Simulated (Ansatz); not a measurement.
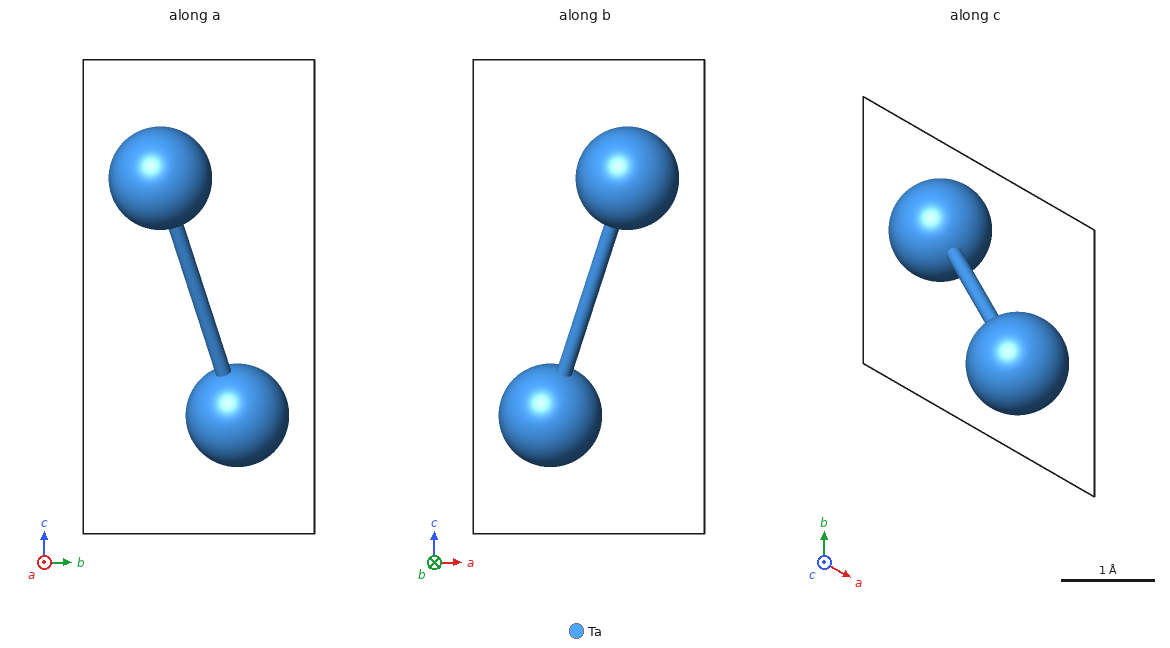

Shown here is a ball-and-stick view of the crystal, taken along the a axis, along the b axis and along the c axis. The edges of the conventional unit cell are marked.

Lattice parameters: a = 2.8987 Å, b = 2.8987 Å, c = 5.1509 Å, α = 90.000°, β = 90.000°, γ = 120.000°.

### Give the structure in the form of a CIF with its space group and independent sites.

```cif
data_structure
_symmetry_space_group_name_H-M 'P 63/m m c'
_symmetry_Int_Tables_number 194
_cell_length_a 2.8987
_cell_length_b 2.8987
_cell_length_c 5.1509
_cell_angle_alpha 90.000
_cell_angle_beta 90.000
_cell_angle_gamma 120.000
_cell_volume 37.48
loop_
_atom_site_label
_atom_site_type_symbol
_atom_site_symmetry_multiplicity
_atom_site_Wyckoff_symbol
_atom_site_fract_x
_atom_site_fract_y
_atom_site_fract_z
_atom_site_occupancy
Ta1 Ta 2 c 0.3333 0.6667 0.2500 1
```

It goes back to a structure type filled with this element by a generator (whether the element takes this form wasn't checked). Earlier steps of the study may have refined or changed the cell and positions. An electronic-structure calculation with Ansatz was run on it.
